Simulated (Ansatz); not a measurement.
```xyz
16
Lattice="4.4676 -4.4676 0.0000 4.4676 4.4676 0.0000 0.0000 0.0000 4.4676" Properties=species:S:1:pos:R:3 pbc="T T T"
Al    0.0000    0.0000    0.0166
Al    4.4676    0.0000    0.0166
Ga    2.2338   -2.2338    0.0106
Ga    2.2338    2.2338    0.0106
Ga    2.2338    0.0000    2.2387
Ga    6.7014    0.0000    2.2387
Ga    4.4676   -2.2338    2.2387
Ga    4.4676    2.2338    2.2387
N     3.3577   -1.1099    1.0609
N     3.3577    3.3577    1.0609
N     3.3887   -3.3887    3.3398
N     3.3887    1.0788    3.3398
N     1.0788   -1.0788    3.3398
N     5.5464   -1.0788    3.3398
N     1.1099    1.1099    1.0609
N     5.5775    1.1099    1.0609
```

Space group Cmm2; a point of a scan over the structure, not its minimum; a structure from a database of computed crystals, not necessarily the ambient phase; not relaxed (largest force 0.9 eV/Å); PAW files of the earlier set (soft_1).

Method: DFT PBEsol, scalar-relativistic, plane waves, PAW (Ansatz).

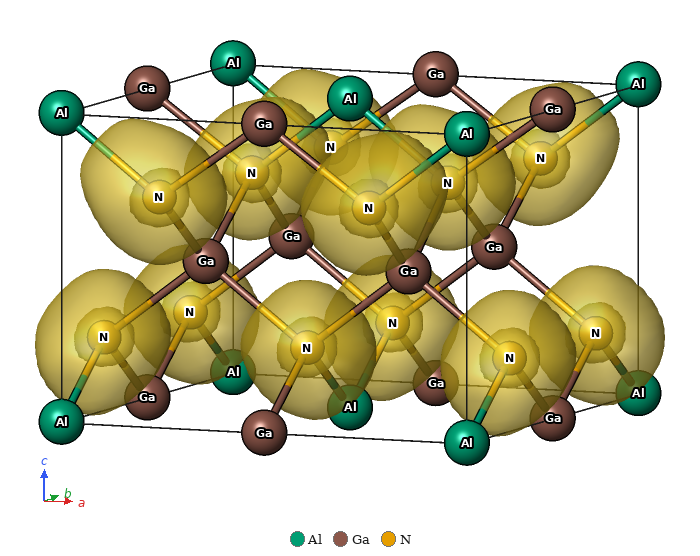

AlGa3N4. Isosurface of the electron localisation function at 0.65 (yellow), seen slightly off an axis. Only the valence region is drawn (cores and ρ < 0.01 e/Å³ removed). Sticks mark near contacts.

Core electrons are frozen (PAW), and the valence fields are smoothed inside the atomic spheres.

Q: What do the ELF domains correspond to?

A: At this value the surface marks out eight regions on N in which the atom's valence shell and bonds are merged, counted in one cell of 16 atoms. Any copies at cell faces, edges or corners count once.

Values along the shortest contacts:
Al–N (1.89 Å): the ELF peaks at about 0.90 between the atoms; a shared but strongly polarised pair. Ga–N (1.91 Å): the ELF peaks at about 0.85 in the valence shell of N, 0.6 Å from its nucleus, and is about 0.50 at the midpoint.
